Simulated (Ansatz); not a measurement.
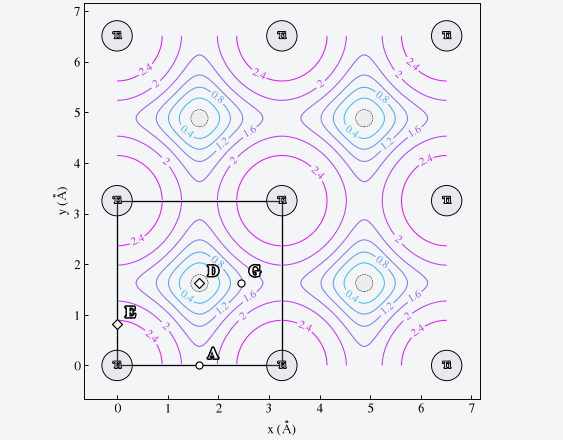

S on a Ti(100) slab cut from the Im-3m phase, its upper half relaxed before the scan (16 atoms of substrate and one adsorbate in a 2 × 2 cell). S is moved over the surface cell; relaxed at each place: the height of the adsorbate's atoms; substrate rigid; the origin of the map has the adsorbate above Ti13. Places are given modulo a cell vector. The map is drawn in real space over the plane of the surface. The scan uses an 8 × 8 grid; 15 points were computed and 49 follow by symmetry. Places are given in fractions of the 1 × 1 surface cell. Energies: eV, counted from the lowest grid point. Computed with DFT PBE, scalar-relativistic, plane waves, PAW (Ansatz 0.2.0). Settings: cutoff 420 eV, k-mesh 4×4×1, gaussian smearing 0.1 eV, no spin polarisation.

In the figure: contour lines labelled in eV, labelled circles for the atoms of the top layer and small ones for the second layer, the outline of one cell of the 2 × 2 shown, lettered points. Between grid points the surface is interpolated.

> Is D the lowest point of the computed grid?

Yes. D, at a fourfold hollow over a second-layer Ti atom, (4/8, 4/8) of the cell vectors, has the lowest energy of the grid.

> What kind of point is each of A, D, E: minimum, saddle, maximum or slope?

A: saddle point; D: minimum; E: on a slope. (In these two coordinates alone; a stationary point may lie a little off the grid point.)

PAW datasets: the set soft_1.
